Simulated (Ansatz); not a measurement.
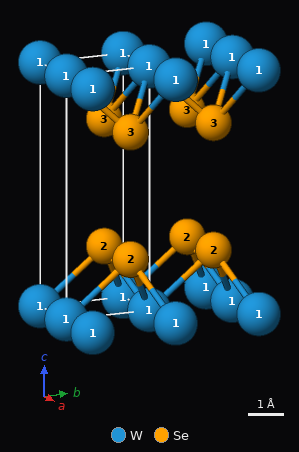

This is the input geometry for a relaxation of a crystal of WSe$_{2}$ (set up in P-6m2). A ball-and-stick model of the cell of the calculation, repeated 2 × 2 × 1 with one cell outlined, seen slightly off an axis.

Method: DFT PBE+D3(BJ), scalar-relativistic, plane waves, PAW in Ansatz.

Input file:
```yaml
crystal:
  lattice:
    - [3.2780783528, 0.0, 0.0]
    - [-1.6390391764, 2.8388991291, 0.0]
    - [0.0, 0.0, 7.0573089454]
  atoms:
    - { symbol: W, position: [0.0, 0.0, 0.0] }
    - { symbol: Se, position: [0.3333333333, 0.6666666667, 0.2389264183] }
    - { symbol: Se, position: [0.3333333333, 0.6666666667, 0.7610735817] }
basis:
  ecutwfc: 420
kpoints:
  mp_grid: { grid: [12, 12, 4] }
hamiltonian:
  xc: pbe
  dispersion: d3bj
scf:
  occupations: { method: gaussian, width: 0.02 }
output:
  forces: true
  stress: true
  eigenvalues: true
  write_density: true
  write_potential: true
  elf: true
  volumetric_format: npy
relax:
  adjacent_minimum: "off"
  f_tol: 0.005
  max_steps: 80
  cell: { stress_tol: 0.05 }
```

Command:
```bash
ansatz run input.yaml --threads 4 --pin off --max-ram 9216MiB --backend cpu --events-out ev --progress --plain --runs-dir out
```

Question: What does the optimiser find from here?

Answer: The largest moves relative to the cell, 0.011 Å, are those of Se2 and Se3. Se2 goes along +c. W stays in place. The drawn cell changes as follows: a = b 3.278 → 3.279 Å (0.0 %), c 7.057 → 7.006 Å (−0.7 %); the volume changes by −0.7 %. The space group stays P-6m2 (No. 187). Over 3 accepted moves (4 points after the start) the energy falls by 0.2 meV per atom. Largest force component: 0.0084 eV/Å at the start, 0.00026 eV/Å at the end. The pressure goes from −0.08 to 0.00 GPa. At 1 point the geometry stayed and the basis and grid were re-selected for the new cell (energy shift of less than 0.05 meV per atom at most each time).
